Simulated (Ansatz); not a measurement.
Geometry relaxation, with input and output: Mo13S24 (charge +1) (part 1 of 3)

- system: Mo13S24 (defect cell, 37 atoms in the cell, total charge +1)
- method: DFT PBE+D3(BJ), scalar-relativistic, plane waves, PAW, spin-polarised (Ansatz 0.2.0)

The structure derives from a Materials Project entry. It belongs to a series of runs on one base structure; here: Mo interstitial, charge +1, atoms relaxed at the host's cell, started again with a moment of 3 μB. Figures and captions count atoms from 1; the log counts them from 0 in places.

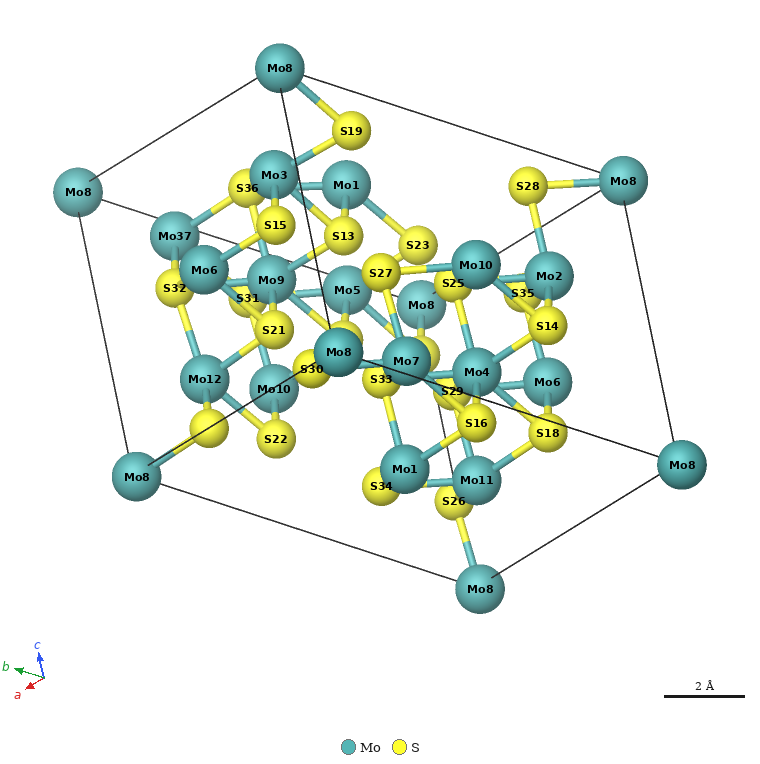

Fig. 1: The input geometry (ball-and-stick view of the cell of the calculation, seen at an oblique angle; atoms are numbered from 1 in the order of the input). An atom can appear more than once, as a periodic image. Near neighbours in the periodic cell (some may lie outside the picture): Mo has 6 S at 2.38 to 2.49 Å; S has 3 Mo at 2.38 to 2.41 Å; S has 4 Mo at 2.44 to 2.49 Å.

## Input
```yaml
crystal:
  lattice:
    - [3.1494702786, 5.4550425393, -6.6451646516]
    - [3.1494702785, -5.4550425393, -6.6451646516]
    - [-6.298940557, 1.0e-10, -6.6451646516]
  atoms:
    - { symbol: Mo, position: [0.5026575242, 0.4997778537, 0.0006649899] }
    - { symbol: Mo, position: [0.166888813, 0.1640091424, 0.6660016768] }
    - { symbol: Mo, position: [0.3333333333, 0.8385680284, 0.8280986383] }
    - { symbol: Mo, position: [0.3333333333, 0.3333333333, 0.3333333333] }
    - { symbol: Mo, position: [0.8280986383, 0.3333333333, 0.8385680284] }
    - { symbol: Mo, position: [0.4997778537, 1.0006649899, 0.5026575242] }
    - { symbol: Mo, position: [0.1640091424, 0.6660016768, 0.166888813] }
    - { symbol: Mo, position: [-0.0065056215, 0.9934943785, -0.0065056215] }
    - { symbol: Mo, position: [0.6731722882, 0.6731722882, 0.6731722882] }
    - { symbol: Mo, position: [0.0006649899, 0.5026575242, 0.4997778537] }
    - { symbol: Mo, position: [0.6660016768, 0.166888813, 0.1640091424] }
    - { symbol: Mo, position: [0.8385680284, 0.8280986383, 0.3333333333] }
    - { symbol: S, position: [0.4298010816, 0.5923620957, 0.7536752956] }
    - { symbol: S, position: [0.0873706927, 0.2562992877, 0.4209588698] }
    - { symbol: S, position: [0.2560526718, 0.920662161, 0.5846887637] }
    - { symbol: S, position: [0.2562992877, 0.4209588698, 0.0873706927] }
    - { symbol: S, position: [0.7536752956, 0.4298010816, 0.5923620957] }
    - { symbol: S, position: [0.4209588698, 0.0873706927, 0.2562992877] }
    - { symbol: S, position: [0.0861747972, 0.7443272244, 0.9127555141] }
    - { symbol: S, position: [0.9127555141, 0.0861747972, 0.7443272244] }
    - { symbol: S, position: [0.5923620957, 0.7536752956, 0.4298010816] }
    - { symbol: S, position: [0.920662161, 0.5846887637, 0.2560526718] }
    - { symbol: S, position: [0.5846887637, 0.2560526718, 0.920662161] }
    - { symbol: S, position: [0.7443272244, 0.9127555141, 0.0861747972] }
    - { symbol: S, position: [0.2457077969, 0.4103673789, 0.579295974] }
    - { symbol: S, position: [0.9129913711, 0.074304571, 0.2368655851] }
    - { symbol: S, position: [0.0819779029, 0.7460045057, 0.4106139948] }
    - { symbol: S, position: [0.074304571, 0.2368655851, 0.9129913711] }
    - { symbol: S, position: [0.579295974, 0.2457077969, 0.4103673789] }
    - { symbol: S, position: [0.2368655851, 0.9129913711, 0.074304571] }
    - { symbol: S, position: [0.9223394423, 0.5804918694, 0.7539111526] }
    - { symbol: S, position: [0.7539111526, 0.9223394423, 0.5804918694] }
    - { symbol: S, position: [0.4103673789, 0.579295974, 0.2457077969] }
    - { symbol: S, position: [0.7460045057, 0.4106139948, 0.0819779029] }
    - { symbol: S, position: [0.4106139948, 0.0819779029, 0.7460045057] }
    - { symbol: S, position: [0.5804918694, 0.7539111526, 0.9223394423] }
    - { symbol: Mo, position: [0.8333333333, 0.8333333333, 0.8333333333], spin: 3.0 }
  host:
    lattice:
      - [3.1494702785, 0.0, 0.0]
      - [-1.5747351392, 2.7275212697, 0.0]
      - [0.0, 0.0, 6.6451646516]
    atoms:
      - { symbol: Mo, position: [0.0, 0.0, 0.0] }
      - { symbol: S, position: [0.3333333333, 0.6666666667, 0.2357795151] }
      - { symbol: S, position: [0.3333333333, 0.6666666667, 0.7642204849] }
total_charge: 1
basis:
  ecutwfc: 420
  xc_grid: 2
kpoints:
  mp_grid: { grid: [2, 2, 2], shift: [0.5, 0.5, 0.5] }
hamiltonian:
  xc: pbe
  dispersion: d3bj
scf:
  occupations: { method: gaussian, width: 0.01 }
output:
  forces: true
  stress: false
  eigenvalues: true
  populations: true
  charged_corrections:
    defect_position: [0.83333333, 0.83333333, 0.83333333]
    epsilon: [[14.1225, 0.0, 0.0], [0.0, 14.1225, 0.0], [0.0, 0.0, 4.6983]]
  write_density: true
  write_potential: true
  elf: true
  volumetric_format: npy
magnetization:
  spin_polarized: true
relax:
  adjacent_minimum: "off"
  f_tol: 0.025
  max_steps: 45
```

Machine: 4 threads of Intel Xeon (Sapphire Rapids), 32 GiB of memory available, shared host.

Command:
```bash
ansatz run input.yaml --threads 4 --pin off --max-ram 10240MiB --backend cpu --events-out ev --progress --plain --runs-dir out
```

## Output
```
Engine: ansatz 0.2.0, x86_64-unknown-linux-gnu
Pseudopotentials: kind: paw
Pseudopotential: Mo, paw, valence charge 14, recommended cutoff 420 eV (normal), Mo.paw.azcp
Pseudopotential: S, paw, valence charge 6, recommended cutoff 420 eV (normal), S.paw.azcp
Functional definition: PBE
  parameter kappa = 0.804
  parameter beta = 0.06672455060314922
  exchange = pbe_x(kappa = kappa, mu = beta*pi^2/3)
  correlation = pbe_c(beta = beta)
Crystal: 37 atoms, lattice volume = 685.003 Å³
Basis set: ecut = 420 eV, 13397 PW (Γ), exchange–correlation on 128×128×128 points (8 copies of the dense FFT grid, shifted against one another)
Bands: 201, of which v1, the nominal top of the filled ones, is band 163 counted from 1 (162 counted from 0)
Symmetry: 6 space group operations
Space group: R32 (ITA 155), of the structure as read, at distance tolerance 8.8e-5 Å
Magnetic group: BNS 155.45 (UNI 1275), of the structure as read, at distance tolerance 8.8e-5 Å
k-points: 2 of 8
Non-local potential: Mo, projectors of the file, l = 0: 3, l = 1: 2, l = 2: 2, l = 3: 1
Non-local potential: S, projectors of the file, l = 0: 2, l = 1: 2, l = 2: 2
PAW form: soft (Blöchl's): semilocal exchange-correlation on the pseudo side does not see the compensation charge
PAW one-centre angular grid: Mo, 590 points (default); XC on 64 Gauss nodes
PAW one-centre angular grid: S, 110 points (default); XC on 64 Gauss nodes
Initial density: superposition of atomic densities (chi_scale 0.1, normalization cell)
Starting moments: Σ|m| = 3 μB on 1 of 37 sites
Initial wavefunctions: pseudopotential atomic-orbital guess
Functional: x = pbe(κ = 0.804, μ = 0.2195149727645171), c = pbe(β = 0.06672455060314922)
SCF iter   1: F=—  HF=-86146.084834 eV  |F-HF|=—  |Δ(HF+E_count)|=         —  Δρ=3.93e-2 (↑3.93e-2 ↓3.93e-2)  dr2=5.95e1  dr2_m=1.30e-1  M=3.000 μB ∫|m|=3.199 μB  β_m=0.30  ethr=3.10e-3  ⟨swp⟩=6.8  Hψ=3213  notcnv=0  defer=32
Mixer restart at iter 1: flushing history
preconditioner: auto → Resta (q_TF=auto, 2.409 Å⁻¹)  ε∞=7.3  [insulator: Δε(μ)=0.050 eV  Ē_g=8.384 eV  σ=0.010 eV  W_gap=1.00  n_scr=160 (ndim 8)  ℏωp=21.1 eV  f_vac=0.044  D(μ)=0.08/eV (n_scr^D=0)  ε∞_Penn≈7.3]
spin=Collinear: Resta preconditioning applied to the charge; magnetization (m = ρ↑ − ρ↓) channel mixes plain (no charge-response kernel on spin).
SCF iter   2: F=—  HF=-86135.270798 eV  |F-HF|=—  |Δ(HF+E_count)|=    1.08e1  Δρ=1.99e-2 (↑1.99e-2 ↓1.96e-2)  dr2=1.24e1  dr2_m=8.19e-2  M=2.991 μB ∫|m|=3.206 μB  β_m=0.40  ethr=3.10e-3  ⟨swp⟩=4.0  Hψ=1626  notcnv=0  defer=129
SCF iter   3: F=—  HF=-86132.580277 eV  |F-HF|=—  |Δ(HF+E_count)|=    2.69e0  Δρ=9.28e-3 (↑9.28e-3 ↓9.07e-3)  dr2=3.20e0  dr2_m=4.75e-2  M=2.413 μB ∫|m|=2.801 μB  β_m=0.67  ethr=3.10e-3  ⟨swp⟩=2.0  Hψ=1167  notcnv=0  defer=129
SCF iter   4: F=—  HF=-86132.175562 eV  |F-HF|=—  |Δ(HF+E_count)|=   4.05e-1  Δρ=4.09e-3 (↑4.09e-3 ↓3.25e-3)  dr2=2.55e-1  dr2_m=4.31e-2  M=1.500 μB ∫|m|=2.245 μB  β_m=0.77  ethr=9.85e-4  ⟨swp⟩=2.0  Hψ=1225  notcnv=0  defer=129
SCF iter   5: F=—  HF=-86132.392024 eV  |F-HF|=—  |Δ(HF+E_count)|=         —  Δρ=3.73e-3 (↑3.63e-3 ↓3.73e-3)  dr2=1.84e-1  dr2_m=6.79e-2  M=1.000 μB ∫|m|=1.595 μB  β_m=0.77  ethr=7.86e-5  ⟨swp⟩=3.2  Hψ=1442  notcnv=0  defer=129
Mixer restart at iter 5: flushing history
SCF iter   6: F=—  HF=-86132.432614 eV  |F-HF|=—  |Δ(HF+E_count)|=   4.06e-2  Δρ=2.86e-3 (↑2.86e-3 ↓2.86e-3)  dr2=4.53e-1  dr2_m=1.32e-2  M=1.000 μB ∫|m|=1.455 μB  β_m=0.66  ethr=5.68e-5  ⟨swp⟩=3.5  Hψ=1460  notcnv=0  defer=129
SCF iter   7: F=—  HF=-86132.396459 eV  |F-HF|=—  |Δ(HF+E_count)|=   3.62e-2  Δρ=1.61e-3 (↑1.61e-3 ↓1.57e-3)  dr2=8.00e-2  dr2_m=8.96e-3  M=1.000 μB ∫|m|=1.427 μB  β_m=0.67  ethr=5.68e-5  ⟨swp⟩=3.5  Hψ=1555  notcnv=0  defer=129
SCF iter   8: F=—  HF=-86132.396858 eV  |F-HF|=—  |Δ(HF+E_count)|=   3.98e-4  Δρ=7.13e-4 (↑6.88e-4 ↓7.13e-4)  dr2=2.45e-2  dr2_m=1.22e-3  M=1.000 μB ∫|m|=1.355 μB  β_m=0.52  ethr=2.46e-5  ⟨swp⟩=3.2  Hψ=960  notcnv=0  defer=128
SCF iter   9: F=—  HF=-86132.395728 eV  |F-HF|=—  |Δ(HF+E_count)|=   1.13e-3  Δρ=1.74e-4 (↑1.74e-4 ↓1.41e-4)  dr2=1.27e-3  dr2_m=6.79e-5  M=1.000 μB ∫|m|=1.328 μB  β_m=0.74  ethr=7.55e-6  ⟨swp⟩=2.0  Hψ=936  notcnv=0  defer=128
SCF iter  10: F=—  HF=-86132.396767 eV  |F-HF|=—  |Δ(HF+E_count)|=   1.04e-3  Δρ=1.20e-4 (↑1.06e-4 ↓1.20e-4)  dr2=7.89e-4  dr2_m=2.17e-6  M=1.000 μB ∫|m|=1.314 μB  β_m=0.62  ethr=3.92e-7  ⟨swp⟩=2.5  Hψ=1225  notcnv=0  defer=128
SCF iter  11: F=—  HF=-86132.396848 eV  |F-HF|=—  |Δ(HF+E_count)|=   8.06e-5  Δρ=3.43e-5 (↑3.36e-5 ↓3.43e-5)  dr2=3.22e-5  dr2_m=3.69e-6  M=1.000 μB ∫|m|=1.311 μB  β_m=0.71  ethr=2.43e-7  ⟨swp⟩=2.0  Hψ=1133  notcnv=0  defer=128
SCF iter  12: F=—  HF=-86132.396892 eV  |F-HF|=—  |Δ(HF+E_count)|=   4.40e-5  Δρ=1.80e-5 (↑1.80e-5 ↓1.40e-5)  dr2=3.76e-6  dr2_m=1.16e-6  M=1.000 μB ∫|m|=1.311 μB  β_m=0.84  ethr=9.90e-9  ⟨swp⟩=2.2  Hψ=1257  notcnv=0  defer=128
SCF iter  13: F=—  HF=-86132.396900 eV  |F-HF|=—  |Δ(HF+E_count)|=   8.06e-6  Δρ=4.21e-6 (↑3.47e-6 ↓4.21e-6)  dr2=4.23e-7  dr2_m=4.96e-8  M=1.000 μB ∫|m|=1.312 μB  β_m=0.91  ethr=1.16e-9  ⟨swp⟩=3.0  Hψ=1412  notcnv=0  defer=128
SCF iter  14: F=-86132.396900 eV  HF=-86132.396900 eV  |F-HF|=4.52e-7  |Δ(HF+E_count)|=   2.55e-7  Δρ=2.91e-6 (↑2.91e-6 ↓2.76e-6)  dr2=5.13e-7  dr2_m=3.19e-9  M=1.000 μB ∫|m|=1.312 μB  ethr=1.30e-10  ⟨swp⟩=16.0  Hψ=6530  notcnv=0
SCF 1 converged in 14 iterations: F = -86132.396900 eV  dr2 = 5.13e-7
  greatest PAW one-centre occupation: 0.998 electrons in one spin orbital (limit 2), on the Mo atom at site 3 (counted from 0), in its partial waves of l = 0
relax step   1: F+E_penalty+E_count = -86132.39689973 eV  Δ(F+E_penalty+E_count) = +0.000e0 eV  max|allowed force component| = 9.310e-3 eV/Å  Δτ_max = 0.0000 Å  (14 SCF iters, dr2 threshold 1.56e-5 eV, accepted)
Initial density: handed on by an earlier stage of this run
Starting moments: Σ|m| = 3 μB on 1 of 37 sites; this step starts from the density that it was given
Initial wavefunctions: those handed on with the density
iter 1 solved again at ethr=1.63e-10 eV; its pass at ethr=3.10e-3 eV (dr2=5.29e-7 eV) is discarded
SCF iter   1: F=—  HF=-86132.396900 eV  |F-HF|=—  |Δ(HF+E_count)|=         —  Δρ=2.88e-6 (↑2.88e-6 ↓2.77e-6)  dr2=5.29e-7  dr2_m=3.42e-9  M=1.000 μB ∫|m|=1.312 μB  β_m=0.65  ethr=1.63e-10  ⟨swp⟩=1.0  Hψ=1888  notcnv=0
preconditioner: auto → Resta (q_TF=auto, 2.409 Å⁻¹)  ε∞=8.6  [insulator: Δε(μ)=0.140 eV  Ē_g=7.653 eV  σ=0.010 eV  W_gap=1.00  n_scr=160 (ndim 8)  ℏωp=21.1 eV  f_vac=0.075  D(μ)=0.00/eV (n_scr^D=0)  ε∞_Penn≈8.6]
spin=Collinear: Resta preconditioning applied to the charge; magnetization (m = ρ↑ − ρ↓) channel mixes plain (no charge-response kernel on spin).
SCF iter   2: F=—  HF=-86132.396900 eV  |F-HF|=—  |Δ(HF+E_count)|=   4.24e-8  Δρ=3.50e-6 (↑3.41e-6 ↓3.50e-6)  dr2=8.15e-7  dr2_m=1.43e-9  M=1.000 μB ∫|m|=1.313 μB  β_m=0.30  ethr=1.63e-10  ⟨swp⟩=2.0  Hψ=1395  notcnv=0
iter 3 did not close the SCF: its close was put off for a magnetic moment that had not settled (scf_convergence_deferred on its scf_iter line)
SCF iter   3: F=-86132.396900 eV  HF=-86132.396900 eV  |F-HF|=1.82e-8  |Δ(HF+E_count)|=   8.08e-8  Δρ=1.07e-6 (↑1.07e-6 ↓6.61e-7)  dr2=3.55e-8  dr2_m=1.43e-9  M=1.000 μB ∫|m|=1.313 μB  β_m=0.65  ethr=3.08e-11  ⟨swp⟩=7.0  Hψ=4935  notcnv=0
SCF iter   4: F=-86132.396900 eV  HF=-86132.396900 eV  |F-HF|=3.74e-8  |Δ(HF+E_count)|=   1.12e-8  Δρ=7.77e-7 (↑7.77e-7 ↓5.35e-7)  dr2=4.09e-8  dr2_m=1.69e-10  M=1.000 μB ∫|m|=1.313 μB  ethr=1.09e-11  ⟨swp⟩=6.0  Hψ=4406  notcnv=0
SCF 2 converged in 4 iterations: F = -86132.396900 eV  dr2 = 4.09e-8
relax step   2: F+E_penalty+E_count = -86132.39690012 eV  Δ(F+E_penalty+E_count) = -3.861e-7 eV  max|allowed force component| = 9.385e-3 eV/Å  Δτ_max = 0.0000 Å  (4 SCF iters, accepted)
```

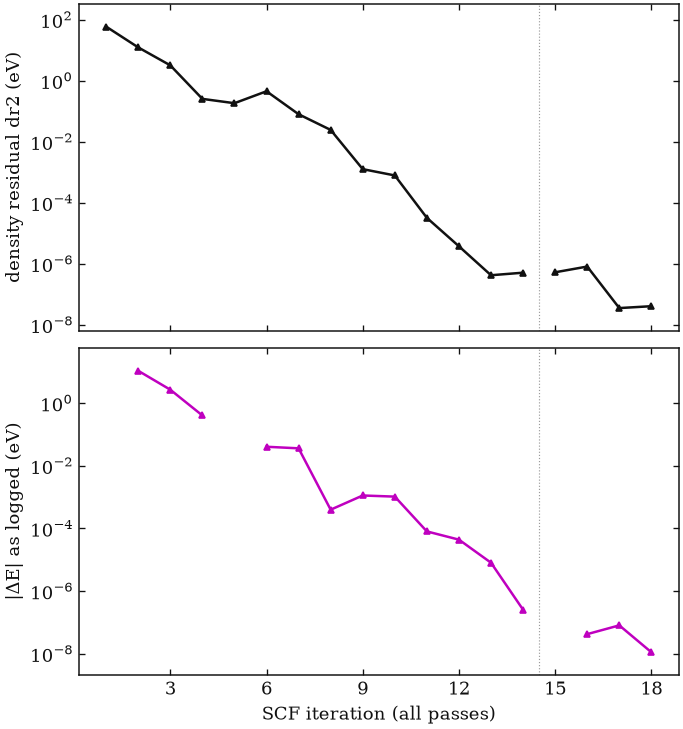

Fig. 2: Convergence of the self-consistent field: density residual dr2 and size of the energy change against the SCF iteration. The dotted lines part the SCF passes of the relaxation: geometry steps, rejected trials and re-solves on a re-selected basis. The passes take 14 and 4 iterations.

```
SCF converged after 4 iterations
Magnetization: 1.0000 μB (163.0000 up, 162.0000 down)
Absolute magnetization: 1.3191 μB (∫|ρ↑−ρ↓|, with the PAW one-centre terms)
Spin contamination: 0.0246 ħ² per cell (⟨S²⟩ above its minimum at these occupations)
Per-site moments (μB) at R_I (Å): [(0.00861292971082696, 0.9859337861838207), (0.00861292971082726, 0.9859337861838212), (0.01261240545652389, 0.9819920191212445), (0.008866641496675107, 0.9898257414292226), (0.01261240545652375, 0.981992019121245), (0.008612929710826897, 0.9859337861838213), (0.00861292971082696, 0.9859337861838212), (-0.02874825131196788, 0.9885801645417136), (-0.028748251311967763, 0.9885801645417133), (0.008612929710827099, 0.9859337861838207), (0.008612929710827244, 0.9859337861838208), (0.012612405456523635, 0.9819920191212447), (0.002305298840921264, 0.9859337861838207), (0.001560294270451858, 0.9898257414292226), (-0.00039987523489336897, 0.9819920191212452), (0.0015602942704517398, 0.989825741429223), (0.0023052988409211347, 0.9859337861838207), (0.0015602942704518775, 0.9898257414292226), (0.014887791199096658, 1.0072729012600727), (0.014887791199096612, 1.007272901260072), (0.0023052988409212587, 0.9859337861838213), (-0.000399875234893351, 0.9819920191212449), (-0.00039987523489351995, 0.9819920191212452), (0.014887791199096691, 1.0072729012600725), (0.001560294270451821, 0.9898257414292227), (0.002305298840921348, 0.9859337861838208), (-0.00039987523489333525, 0.9819920191212447), (0.002305298840921302, 0.9859337861838212), (0.001560294270451892, 0.9898257414292232), (0.0023052988409212488, 0.9859337861838212), (0.014887791199096667, 1.0072729012600732), (0.014887791199096684, 1.0072729012600732), (0.0015602942704518146, 0.9898257414292232), (-0.0003998752348934318, 0.981992019121245), (-0.00039987523489333726, 0.9819920191212445), (0.014887791199096707, 1.0072729012600725), (0.5397314316802112, 1.018025298279461)]
Free energy (F): -86132.396900 eV
Harris-Foulkes:  -86132.396900 eV  (|F-HF|=3.74e-8)
Internal energy: -86132.396900 eV  (E = F + TS)
E sigma→0 (E₀):  -86132.396900 eV
Fermi energy:    10.916185 eV
--- Per-component energies (eV) ---
  E_band       = -2211.669416
  E_kinetic    = 8302.833678
  E_local      = -27753.030333  (includes V_loc(G=0)·N_el)
  E_nonlocal   = 2531.804592
  E_hartree    = 10883.883871
  E_xc         = -4716.216681
  E_vxc        = -5077.194796  (∫ρ·V_xc dr)
  E_paw        = -56019.395355  (= ΣΔE_a)
  E_vpaw       = -1983.843674  (= ΣTr[D̂ρ^β])
  E_aug_tail   = 0.000561  (compensation charges beyond the density's cutoff)
  E_ewald      = -19346.946097
  E_disp       = -15.331135  (pairwise vdW)
  E_smearing   = -0.000000  (= −TS)
  E_closure    = 0.000000  (closes the sum)
  E_deformation_potential = 16.653089  (in the stress; not in F)
  Σ components = -86132.396900   (vs F -86132.396900, Δ=0.00e0)
```
